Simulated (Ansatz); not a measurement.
HfSi2

Input

```
crystal:
  lattice:
    - [1.8412674751, -7.2960000437, 0.0]
    - [1.8412674751, 7.2960000437, 0.0]
    - [0.0, 0.0, 3.6597920204]
  atoms:
    - { symbol: Hf, position: [0.8945372355, 0.1054627645, 0.25] }
    - { symbol: Hf, position: [0.1054627645, 0.8945372355, 0.75] }
    - { symbol: Si, position: [0.5542797311, 0.4457202689, 0.25] }
    - { symbol: Si, position: [0.4457202689, 0.5542797311, 0.75] }
    - { symbol: Si, position: [0.2502818288, 0.7497181712, 0.25] }
    - { symbol: Si, position: [0.7497181712, 0.2502818288, 0.75] }
basis:
  ecutwfc: 420
kpoints:
  mp_grid: { grid: [10, 10, 10] }
hamiltonian:
  xc: pbesol
scf:
  occupations: { method: gaussian, width: 0.1 }
output:
  forces: true
  stress: true
  eigenvalues: true
  write_density: true
  write_potential: true
  elf: true
  volumetric_format: npy
relax:
  adjacent_minimum: "off"
  f_tol: 0.005
  max_steps: 50
  cell: { stress_tol: 0.05 }
```

Run with:

```sh
ansatz run input.yaml --threads 2 --pin off --max-ram 5120MiB --backend cpu --events-out ev --progress --plain --runs-dir out
```

Below, planes, directions and counts refer to the conventional cell (a = 3.65 Å, b = 14.34 Å, c = 3.64 Å, α = 90.00°, β = 90.00°, γ = 90.00°).

The fields are those of the relaxed geometry.

Space group Cmcm.

Method: DFT PBEsol, scalar-relativistic, plane waves, PAW in Ansatz.

**What can the converged valence pseudo-density and electron localisation function tell about the bonding?**

Hf–Si (2.67 Å): ρ is about 0.34 e/Å³ halfway; the ELF peaks at about 0.75 in the valence shell of Si, 0.9 Å from its nucleus, and is about 0.35 at the midpoint.

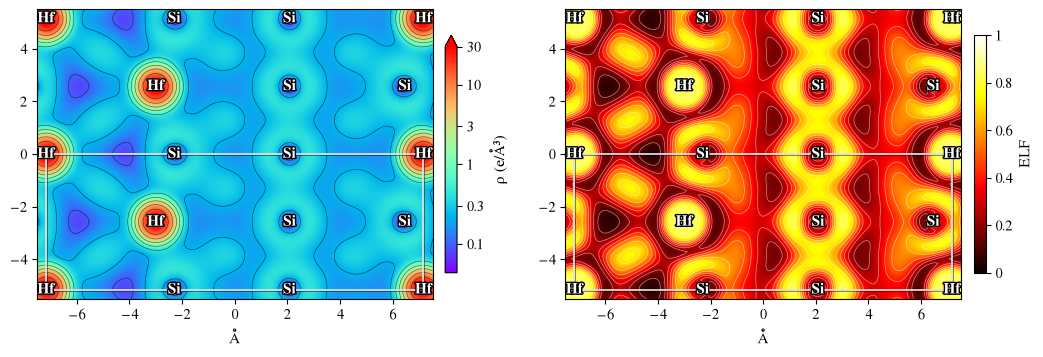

Computed valence pseudo-density and electron localisation function on the (101) plane of the conventional cell, in this order. 
